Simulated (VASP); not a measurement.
GaAs, space group F-43m (No. 216), a = 5.623 Å, b = 5.623 Å, c = 5.623 Å, α = 90.00°, β = 90.00°, γ = 90.00°

| site | Wyckoff | x | y | z |
| --- | --- | --- | --- | --- |
| As | 4c | 0.2500 | 0.2500 | 0.2500 |
| Ga | 4a | 0.0000 | 0.0000 | 0.0000 |

Source: coordinates from a relaxation with VASP Kohn-Sham DFT of a periodic cell, PBEsol0, VASP PAW PBE potentials, recommended in VASP 6.6.1.

> Describe the coordination of Ga.

GaAs4: an essentially ideal tetrahedron (coordination number 4, S = 0.00; next best see-saw, S = 9.8). Bonds: 4 × Ga–As 2.43 Å. The next neighbour, not counted, lies at 3.98 Å.

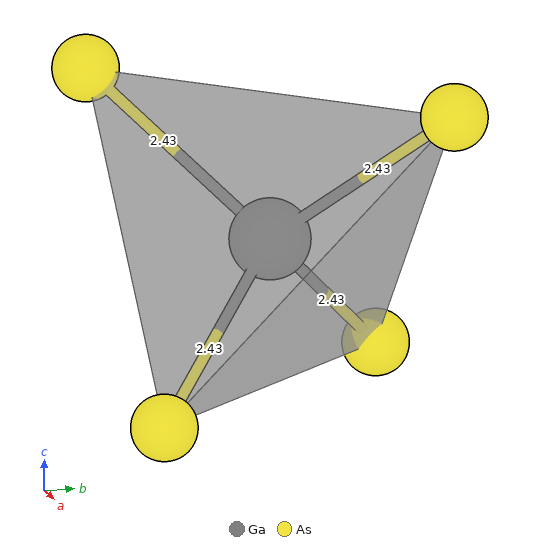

The polyhedron about Ga. Shape measures S are computed against regular polyhedra or, for capped shapes, the nearer of the equal-edge and equal-bond forms.
